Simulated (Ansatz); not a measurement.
**What a change does: single-point calculation on Cr**

System: Cr (2 atoms in the cell).
Method of run 1: DFT r2SCAN, scalar-relativistic, plane waves, PAW, spin-polarised (Ansatz 0.2.0).

The structure was built on a prototype by a generator; it need not be a known phase. Text and figures count atoms from 1; the logs count them from 0 in places.

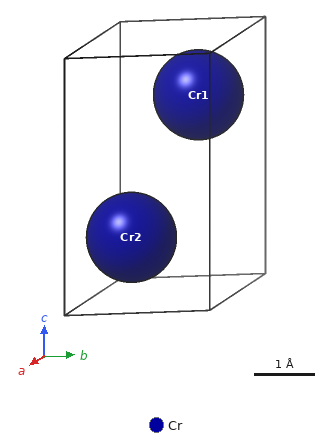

Fig. 1: The structure (spheres-only view of the cell of the calculation, seen slightly off an axis; atoms are numbered from 1 in the order of the input).

## Input, run 1
```yaml
crystal:
  lattice:
    - [2.455168514, 0.0, 0.0]
    - [-1.227584257, 2.1262383037, 0.0]
    - [0.0, 0.0, 4.4790908306]
  atoms:
    - { symbol: Cr, position: [0.3333333333, 0.6666666667, 0.75], spin: 2.0 }
    - { symbol: Cr, position: [0.6666666667, 0.3333333333, 0.25], spin: -2.0 }
basis:
  ecutwfc: 500
  ecutrho_ratio: 4
kpoints:
  mp_grid: { grid: [20, 20, 10] }
hamiltonian:
  xc: r2scan
scf:
  occupations: { method: gaussian, width: 0.05 }
output:
  forces: true
  stress: true
  eigenvalues: true
  populations: true
magnetization:
  spin_polarized: true
```

Hardware: 2 threads of an Arm (aarch64) CPU, shared host.

## Output, shortened to warnings, some set-up lines, iterations and results (run 1)
```
WARN: the starting moments were not kept: the SCF closed with an absolute magnetisation of 1.5e-6 μB, where they sum to 4 μB in size (2 sites). That is at most 0.1 of that sum. Measured as dr2_m measures the in/out step, that magnetisation stands 7.8e-13 eV from none, at or under the dr2_threshold of 1.0e-7 eV: it is no larger than a step whose dr2_m would equal this threshold. The system may …
Basis set: ecut = 500 eV, 599 PW (Γ), exchange–correlation on 72×72×144 points (64 copies of the dense FFT grid, shifted against one another)
Symmetry: 12 space group operations
k-points: 264 of 4000 (time reversal used)
Initial density: superposition of atomic densities (chi_scale 0.1, normalization cell)
[...]
SCF iter   1: F=—  HF=-6766.990945 eV  |F-HF|=—  |Δ(HF+E_count)|=         —  Δρ=1.12e-1 (↑1.12e-1 ↓1.12e-1)  dr2=8.34e0  dr2_τ=3.82e-2  dr2_m=3.48e-1  M=-0.000 μB ∫|m|=2.843 …
SCF iter   2: F=—  HF=-6764.161593 eV  |F-HF|=—  |Δ(HF+E_count)|=    2.83e0  Δρ=6.00e-2 (↑6.00e-2 ↓6.00e-2)  dr2=2.55e0  dr2_τ=2.88e-2  dr2_m=1.01e-1  M=-0.000 μB ∫|m|=2.913 …
SCF iter   3: F=—  HF=-6763.627618 eV  |F-HF|=—  |Δ(HF+E_count)|=   5.34e-1  Δρ=1.89e-2 (↑1.89e-2 ↓1.89e-2)  dr2=1.41e-1  dr2_τ=4.22e-3  dr2_m=1.78e-2  M=-0.000 μB ∫|m|=2.804 …
SCF iter   4: F=—  HF=-6764.353999 eV  |F-HF|=—  |Δ(HF+E_count)|=         —  Δρ=8.74e-2 (↑8.74e-2 ↓8.74e-2)  dr2=1.01e-1  dr2_τ=5.02e-2  dr2_m=1.59e0  M=-0.000 μB ∫|m|=0.978 …
SCF iter   5: F=—  HF=-6763.967573 eV  |F-HF|=—  |Δ(HF+E_count)|=   3.86e-1  Δρ=1.67e-2 (↑1.67e-2 ↓1.67e-2)  dr2=9.28e-2  dr2_τ=1.69e-3  dr2_m=3.12e-2  M=-0.000 μB ∫|m|=0.694 …
[... 10 lines ...]
SCF iter  16: F=—  HF=-6763.966585 eV  |F-HF|=—  |Δ(HF+E_count)|=   1.03e-7  Δρ=3.58e-6 (↑3.58e-6 ↓3.53e-6)  dr2=1.80e-9  dr2_τ=1.10e-10  dr2_m=1.92e-9  M=0.000 μB ∫|m|=0.000 …
SCF iter  17: F=—  HF=-6763.966585 eV  |F-HF|=—  |Δ(HF+E_count)|=   7.56e-9  Δρ=2.10e-6 (↑2.10e-6 ↓2.08e-6)  dr2=5.65e-10  dr2_τ=4.09e-11  dr2_m=5.63e-10  M=0.000 μB …
SCF iter  18: F=—  HF=-6763.966585 eV  |F-HF|=—  |Δ(HF+E_count)|=   5.92e-9  Δρ=4.65e-7 (↑4.65e-7 ↓4.50e-7)  dr2=4.74e-11  dr2_τ=1.62e-12  dr2_m=2.04e-12  M=0.000 μB …
SCF iter  19: F=-6763.966585 eV  HF=-6763.966585 eV  |F-HF|=7.28e-12  |Δ(HF+E_count)|=  2.31e-10  Δρ=2.60e-7 (↑2.43e-7 ↓2.60e-7)  dr2=2.31e-11  dr2_τ=4.12e-13  dr2_m=3.92e-13 …
SCF 1 converged in 19 iterations: F = -6763.966585 eV  dr2 = 2.31e-11
WARN: the starting moments were not kept: the SCF closed with an absolute magnetisation of 1.5e-6 μB, where they sum to 4 μB in size (2 sites). That is at most 0.1 of that sum. Measured as dr2_m measures the in/out step, that magnetisation stands 7.8e-13 eV from none, at or under the dr2_threshold …
SCF converged after 19 iterations
Magnetization: 0.0000 μB (14.0000 up, 14.0000 down)
Absolute magnetization: 0.0000 μB (∫|ρ↑−ρ↓|, with the PAW one-centre terms)
Spin contamination: 0.0000 ħ² per cell (⟨S²⟩ above its minimum at these occupations)
Per-site moments (μB) at R_I (Å): [(1.0351478835428226e-7, 1.0127570120260263), (7.438156999855761e-7, 1.0127570120260263)]
Free energy (F): -6763.966585 eV
Harris-Foulkes:  -6763.966585 eV  (|F-HF|=7.28e-12)
Internal energy: -6763.963728 eV  (E = F + TS)
E sigma→0 (E₀):  -6763.965157 eV
Entropy (-TS):   -0.002857 eV (-1.429 meV/atom)
Fermi energy:    18.963688 eV
--- Per-component energies (eV) ---
  E_band       = -327.808500
  E_kinetic    = 688.077178
  E_local      = -2385.192260  (includes V_loc(G=0)·N_el)
  E_nonlocal   = 158.473672
  E_hartree    = 1040.700819
  E_xc         = -275.779738
  E_vxc        = -401.423477  (∫ρ·V_xc dr)
  E_paw        = -2405.013402  (= ΣΔE_a)
  E_vpaw       = -494.535267  (= ΣTr[D̂ρ^β])
[...]
```

The input of run 2 differs as follows (lines with − go, lines with + come):
```diff
-    - { symbol: Cr, position: [0.3333333333, 0.6666666667, 0.75], spin: 2.0 }
-    - { symbol: Cr, position: [0.6666666667, 0.3333333333, 0.25], spin: -2.0 }
+    - { symbol: Cr, position: [0.3333333333, 0.6666666667, 0.75] }
+    - { symbol: Cr, position: [0.6666666667, 0.3333333333, 0.25] }
-  populations: true
-magnetization:
-  spin_polarized: true
```

How does run 2 compare with run 1?

The energy is the same within 0.01 meV per atom. The SCF takes 6 iterations against 19. The two runs start from different initial densities, which also moves the count.

## Output, shortened to warnings, some set-up lines, iterations and results (run 2)
```
Basis set: ecut = 500 eV, 599 PW (Γ), exchange–correlation on 72×72×144 points (64 copies of the dense FFT grid, shifted against one another)
Symmetry: 24 space group operations
k-points: 264 of 4000
Initial density: superposition of atomic densities (neutral atoms: chi_scale 0, normalization atom), corrected by the library's trained network
[...]
SCF iter   1: F=—  HF=-6763.964961 eV  |F-HF|=—  |Δ(HF+E_count)|=         —  Δρ=1.35e-2  dr2=2.35e-2  dr2_τ=1.86e-2  ethr=1.77e-3  ⟨swp⟩=4.0  Hψ=17444  notcnv=0
SCF iter   2: F=—  HF=-6763.963976 eV  |F-HF|=—  |Δ(HF+E_count)|=   9.84e-4  Δρ=6.03e-3  dr2=2.36e-3  dr2_τ=5.84e-4  ethr=8.38e-5  ⟨swp⟩=2.7  Hψ=11120  notcnv=0  defer=35
SCF iter   3: F=—  HF=-6763.965770 eV  |F-HF|=—  |Δ(HF+E_count)|=   1.79e-3  Δρ=3.20e-3  dr2=5.29e-4  dr2_τ=1.27e-4  ethr=8.43e-6  ⟨swp⟩=2.2  Hψ=5823  notcnv=0  defer=35
SCF iter   4: F=—  HF=-6763.966591 eV  |F-HF|=—  |Δ(HF+E_count)|=   8.21e-4  Δρ=3.99e-4  dr2=1.53e-5  dr2_τ=2.46e-6  ethr=1.89e-6  ⟨swp⟩=2.9  Hψ=8263  notcnv=0  defer=35
SCF iter   5: F=—  HF=-6763.966585 eV  |F-HF|=—  |Δ(HF+E_count)|=   6.08e-6  Δρ=5.99e-5  dr2=3.23e-7  dr2_τ=7.28e-8  ethr=5.45e-8  ⟨swp⟩=2.0  Hψ=6339  notcnv=0  defer=35
SCF iter   6: F=-6763.966585 eV  HF=-6763.966585 eV  |F-HF|=4.99e-9  |Δ(HF+E_count)|=   2.32e-7  Δρ=1.20e-5  dr2=1.71e-8  dr2_τ=9.16e-10  ethr=3.57e-10  ⟨swp⟩=4.6  Hψ=16490  …
SCF 1 converged in 6 iterations: F = -6763.966585 eV  dr2 = 1.71e-8
SCF converged after 6 iterations
Free energy (F): -6763.966585 eV
Harris-Foulkes:  -6763.966585 eV  (|F-HF|=4.99e-9)
Internal energy: -6763.963728 eV  (E = F + TS)
E sigma→0 (E₀):  -6763.965157 eV
Entropy (-TS):   -0.002857 eV (-1.428 meV/atom)
Fermi energy:    18.963748 eV
--- Per-component energies (eV) ---
  E_band       = -327.806306
  E_kinetic    = 688.076883
  E_local      = -2385.186585  (includes V_loc(G=0)·N_el)
  E_nonlocal   = 158.472255
  E_hartree    = 1040.696342
  E_xc         = -275.780000
  E_vxc        = -401.423836  (∫ρ·V_xc dr)
  E_paw        = -2405.012625  (= ΣΔE_a)
  E_vpaw       = -494.535698  (= ΣTr[D̂ρ^β])
  E_aug_tail   = 0.000485  (compensation charges beyond the density's cutoff)
  E_vtau       = 25.389469  (kinetic-family band-sum trace: ∫τ·v_τ [+ j·A + Jᵃ·Aᵃ] dr)
  E_ewald      = -3584.685828
  E_core_change = -0.544655  (= ΣΔE_core)
  E_smearing   = -0.002857  (= −TS)
  E_closure    = -0.000000  (closes the sum)
  Σ components = -6763.966585   (vs F -6763.966585, Δ=0.00e0)
--- Forces (eV/Å), atoms counted from 1 ---
  atom   1  Cr    -0.00000000     0.00000000     0.00000000
  atom   2  Cr     0.00000000    -0.00000000     0.00000000
  max |Σ_I F_I| component: 0.00e0 eV/Å
--- Stress (GPa, compression-positive) ---
       -0.028396      -0.000000       0.000000
       -0.000000      -0.028396      -0.000000
        0.000000      -0.000000      -0.003246
  P = ⅓ Tr σ = -0.0200 GPa (-0.200 kbar)
```

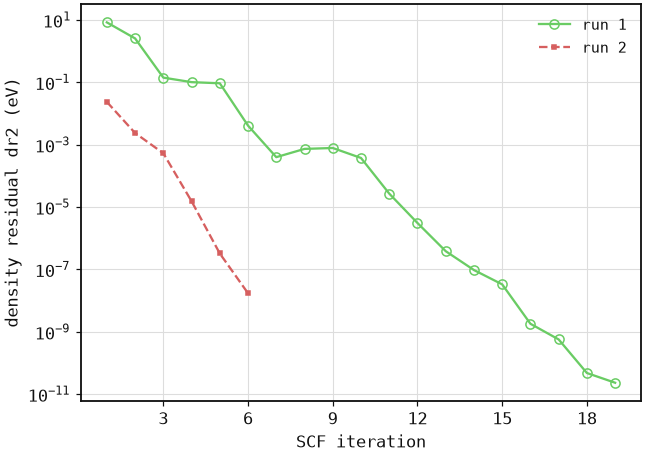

Fig. 2: Convergence of the two runs: density residual dr2 against the SCF iteration. Run 1 takes 19 iterations in all, and run 2 takes 6.

## The two runs side by side

```csv
quantity,run 1,run 2
outcome,converged,converged
free energy per atom (eV),−3381.9833,−3381.9833
"energy per atom, smearing taken to zero (eV)",−3381.9826,−3381.9826
gap on the mesh (eV),0.00,0.00
net moment of the cell (μB),0.00,–
absolute moment of the cell (μB),0.00,–
pressure (GPa),−0.02,−0.02
largest force (eV/Å),0.000,0.000
SCF iterations,19,6
irreducible k-points,264,264
plane waves at Γ,599,599
wall time (shared host),100 s,5.2 s
```

For run 1: Warnings: some starting moments were not kept. For run 2: The run has no spin polarisation, so a magnetic state may lie lower.
